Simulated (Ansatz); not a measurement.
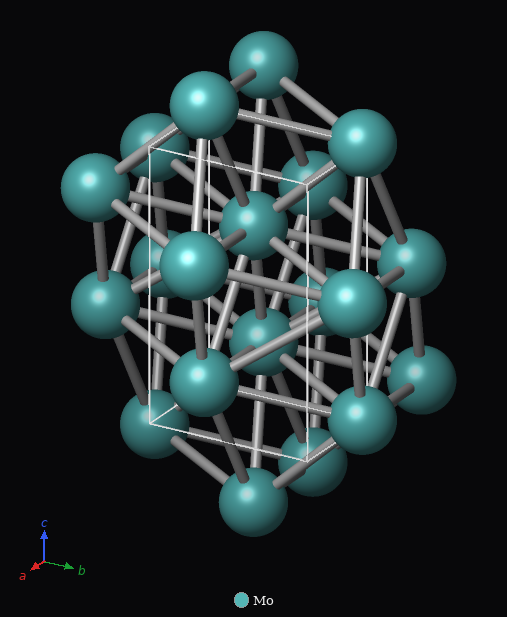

An orthographic ball-and-stick view of the structure, slightly off an axis. The parallelepiped is the conventional unit cell. Neighbours across the faces are drawn wherever a bond reaches them.

Cell constants: a = 2.98 Å, b = 2.99 Å, c = 5.12 Å, α = 106.18°, β = 90.05°, γ = 119.73°.

Sticks mark Mo–Mo up to 3.22 Å (cut-off distances).

The composition is Mo.

Which of the 230 space groups is it?

Answer. P-1 (No. 2), with Mo on 2i.

Count the bonded neighbours of each element.

Answer. By the bonds in the drawing, the coordination numbers are Mo 12.

The geometry is that of a known structure type with the cell strained and the atoms shaken on purpose, without relaxation. A calculation with Ansatz used it as input.

At this level of theory the cell isn't at rest (stretched, at -26 GPa), so its distances can differ from those at equilibrium, the more so the softer the solid.
